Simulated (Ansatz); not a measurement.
System: SrCl₂.

The calculation's input:

```
crystal:
  lattice:
    - [0.0, 3.4410778115, 3.3863646743]
    - [3.4410778115, 0.0, 3.3863646743]
    - [3.4410778115, 3.4410778115, 0.0]
  atoms:
    - { symbol: Sr, position: [0.0, 0.0, 0.0] }
    - { symbol: Cl, position: [0.25, 0.25, 0.25] }
    - { symbol: Cl, position: [0.75, 0.75, 0.75] }
basis:
  ecutwfc: 420
kpoints:
  mp_grid: { grid: [6, 6, 6] }
hamiltonian:
  xc: pbe
scf:
  occupations: { method: gaussian, width: 0.05 }
output:
  forces: true
  stress: true
  eigenvalues: true
  write_density: true
  write_potential: true
  elf: true
  volumetric_format: npy
```

Command:

```sh
ansatz run input.yaml --threads 1 --pin off --max-ram 2048MiB --backend cpu --events-out ev --progress --plain --runs-dir out
```

Below, planes, directions and counts refer to the conventional cell (a = 4.87 Å, b = 4.87 Å, c = 6.77 Å, α = 90.00°, β = 90.00°, γ = 90.00°).

Space group I4/mmm; computed pressure about 3 GPa in this cell.

Level of theory: DFT PBE, scalar-relativistic, plane waves, PAW in Ansatz 0.2.0.

What will maps of the valence pseudo-density and electron localisation function show?

Sr–Cl (2.96 Å): ρ at the midpoint is about 0.16 e/Å³; the ELF peaks at about 0.90 in the valence shell of Cl, 0.8 Å from its nucleus, and drops to about 0.10 between the two atoms (an ionic contact with no shared pair).

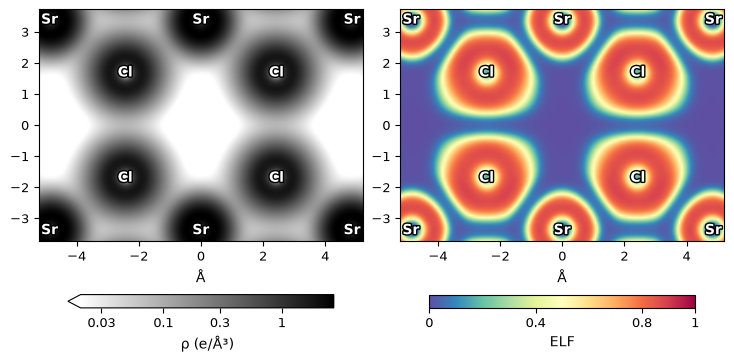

Computed valence pseudo-density and electron localisation function on the (010) plane of the conventional cell, in this order. 

Core electrons are frozen (PAW), and the valence fields are smoothed inside the atomic spheres.
